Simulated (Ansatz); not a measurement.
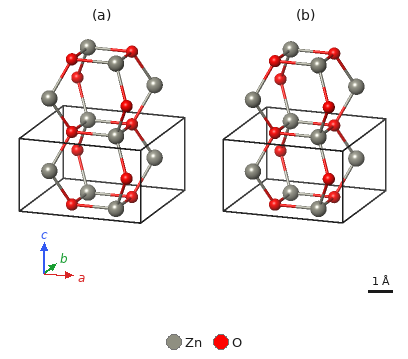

The structure of solid ZnO (set up in P4_2/mnm) before (left) and after (right) a relaxation, at one scale.

The picture is a ball-and-stick view of the cell of the calculation, repeated 1 × 1 × 2 with one cell outlined, seen slightly off an axis.

Case: relaxed under PBEsol.

Theory: DFT PBEsol, scalar-relativistic, plane waves, PAW (Ansatz). (plane-wave cutoff 420 eV; k-point mesh 6 × 6 × 8; occupations fixed; no spin polarisation; cell and atoms relaxed; force threshold 0.001 eV/Å; at most 60 steps)

Question: What changed between the two?

Answer: Over 6 accepted moves (9 points after the start) the energy falls by 82.0 meV per cell of the calculation. Largest force component: 0.023 eV/Å at the start, under 0.0001 eV/Å at the end. Pressure: −5.58 GPa at the start and 0.00 GPa at the end. At 3 points the geometry stayed and the basis and grid were re-selected for the new cell (energy shift of 15.4 meV per cell of the calculation at most each time). The atoms keep their places relative to the cell (all moves are under 0.005 Å). The volume changes by −4.4 %, with a = b 5.608 → 5.516 Å (−1.7 %), c 3.279 → 3.240 Å (−1.2 %). Some distances before and after: O–Zn 2.037 → 2.007 Å, O–Zn 1.966 → 1.937 Å. The space group stays P4_2/mnm (No. 136).
